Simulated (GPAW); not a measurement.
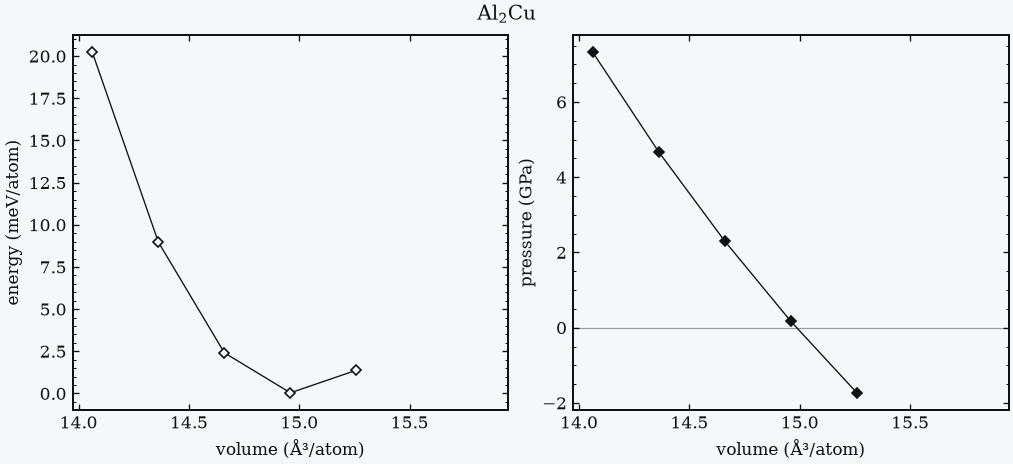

The plot gives the computed energy and pressure against volume for Al₂Cu, space group I4/mcm (No. 140).

Structure:
```
CELL_PARAMETERS angstrom
-3.03350 3.03350 2.43850
3.03350 -3.03350 2.43850
3.03350 3.03350 -2.43850
ATOMIC_POSITIONS crystal
Cu 0.25000 0.25000 0.00000
Cu 0.75000 0.75000 0.00000
Al 0.34190 0.15810 0.50000
Al 0.84190 0.34190 0.18380
Al 0.65810 0.84190 0.50000
Al 0.15810 0.65810 0.81620
```

Calculation (GPAW 26.7.0): PAW DFT in plane waves, on a grid or in atomic orbitals, no spin polarisation; energies at scaled volumes of the given cell, shape and fractions fixed, counted from the fit's minimum, third-order Birch-Murnaghan fit. Level: PBE.

- k mesh: 6×6×6
- occupations: Fermi–Dirac
- smearing width: 0.05 eV
- potentials: GPAW PAW data sets (gpaw data 1.2.1)
- wave cutoff: 600 eV
- program settings: basis pw

The points at volume 15.56 Å³/atom and 15.86 Å³/atom are left out of the plot. What values does the calculation give there?

```tsv
volume (Å³/atom)	energy (meV/atom)	pressure (GPa)
15.56	6.12	-3.42
15.86	13.84	-4.93
```

Keep in mind: shape and atomic fractions are frozen while scaling, which makes layered, chain and framework solids too stiff.
